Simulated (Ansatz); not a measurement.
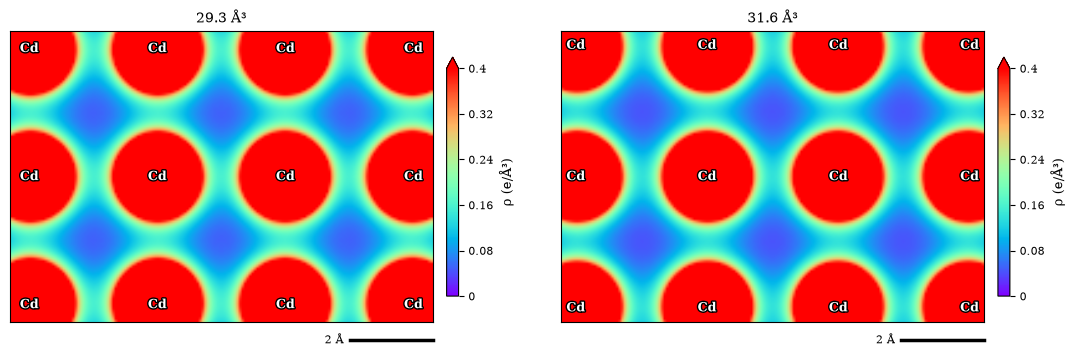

Cd. The valence charge density (pseudo) of cells scaled evenly to different volumes (given per atom above each panel), on the (100) plane of each (indices in the axes of the cell below), at one length scale and on one colour scale.

A generated structure, not necessarily the stable one.

Level of theory: Ansatz 0.2.0, DFT, revPBE, plane waves (420 eV) with PAW, scalar-relativistic.

In a PAW calculation such maps are meaningful between the atoms, not at the nuclei.

The largest cell:

```
Cd
1.0
     3.16130    0.00000    0.00000
     0.00000    3.16130    0.00000
     0.00000    0.00000    3.16130
Cd
1
Cartesian
  0.0000 0.0000 0.0000
```

| volume (Å³/atom) | Cd–Cd contact in the plane (Å) | ρ at its midpoint (e/Å³) | pressure (GPa) | 
| --- | --- | --- | --- |
| 29.34 | 3.084 | 0.157 | −0.7 | 
| 30.47 | 3.123 | ? | ? | 
| 31.59 | 3.161 | 0.139 | −1.8 | 

What values belong in the row with question marks?

Answer. Over the known rows ln ρ falls by 1.58 per Å of Cd–Cd distance (the line through the two), which gives 0.148 e/Å³ at 3.123 Å; the calculation gives 0.148 e/Å³. For the pressure, a straight line in volume between the neighbouring rows gives −1.3 GPa; the calculation gives −1.4.
